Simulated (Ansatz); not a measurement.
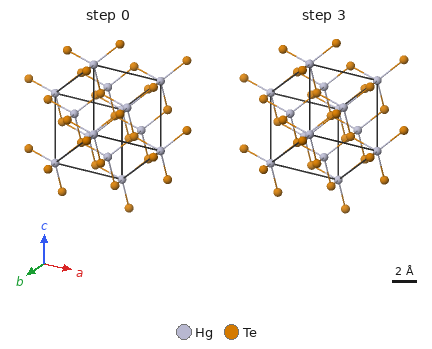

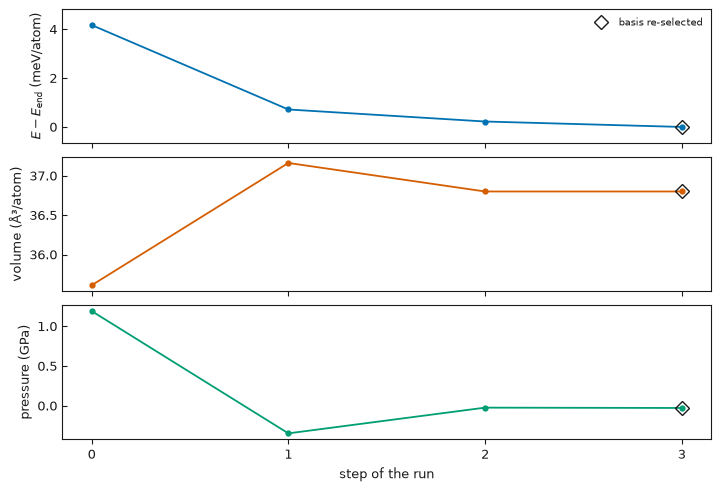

First and last geometry of a relaxation of solid HgTe (set up in F-43m), with the history of the run. A ball-and-stick model of the conventional cell (4 times the calculation's cell), seen from a free direction. Lengths and directions refer to the drawn axes.

Theory: DFT PBE, scalar-relativistic, plane waves, PAW in Ansatz 0.2.0. Settings: plane-wave cutoff 420 eV; k-point mesh 12 × 12 × 12; occupations gaussian; smearing width 0.1 eV; no spin polarisation; cell and atoms relaxed; force threshold 0.005 eV/Å; at most 80 steps.

What do the curves and the structures tell?

It converged. The energy falls by 4.2 meV per atom in 2 accepted moves (3 points after the start). All forces vanish by symmetry, so only the cell relaxes. Pressure: 1.19 GPa at the start and −0.03 GPa at the end. At 1 point the geometry stayed and the basis and grid were re-selected for the new cell (energy shift of 0.2 meV per atom at most each time). The atoms keep their places relative to the cell (all moves are under 0.005 Å). The volume changes by +3.3 %, with a = b = c 6.580 → 6.652 Å (+1.1 %). Among the contacts that change: Hg–Te 2.849 → 2.881 Å. The space group stays F-43m (No. 216). Cost: 50 s on 1 thread of Arm Neoverse V2 (shared host), peak memory 0.42 GiB.
